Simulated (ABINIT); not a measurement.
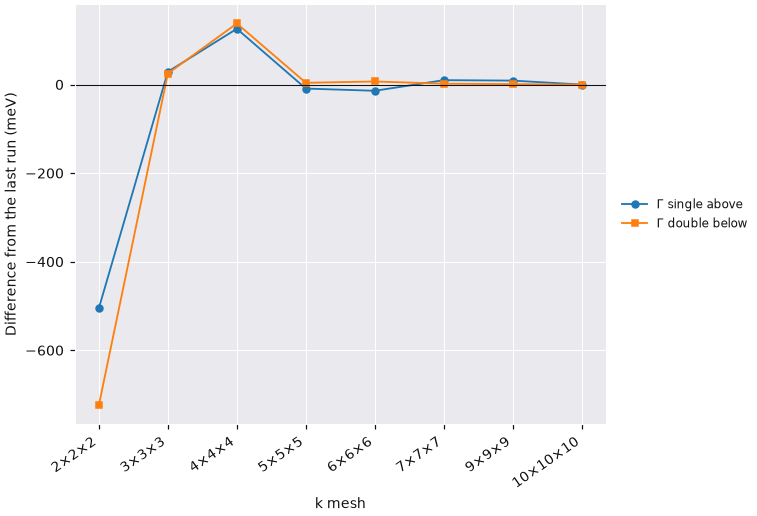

Levels of TiAl₃, space group I4/mmm (No. 139), 4 atoms in the primitive cell (a = 3.822 Å, c = 8.561 Å (tetragonal axes)), a metal, as the k mesh is raised at fixed smearing. Each is counted from the Fermi level of its run and named by k point, degeneracy (spin aside) and its side in the last run. Method: PBEsol, PseudoDojo NC SR PBEsol v0.4.1 standard, no spin polarisation, no spin-orbit coupling, 1143 eV cutoff (ABINIT).

How do these levels converge with the mesh?

Answer. They move together: their mean lies up to 614 meV from that of the last run, and each level follows the mean within 110 meV. So it is mostly the Fermi level that moves: it is fixed by counting states on the mesh. From 5×5×5 on, all stay within 20 meV of the last run.

```
  k mesh  Γ single above (eV)  Γ double below (eV)
   2×2×2                0.347               −1.954
   3×3×3                0.881               −1.205
   4×4×4                0.978               −1.092
   5×5×5                0.843               −1.226
   6×6×6                0.838               −1.223
   7×7×7                0.862               −1.228
   9×9×9                0.861               −1.229
10×10×10                0.852               −1.230
```

The cell comes from a database of computed structures, and whether it is the stable form of this composition wasn't checked.
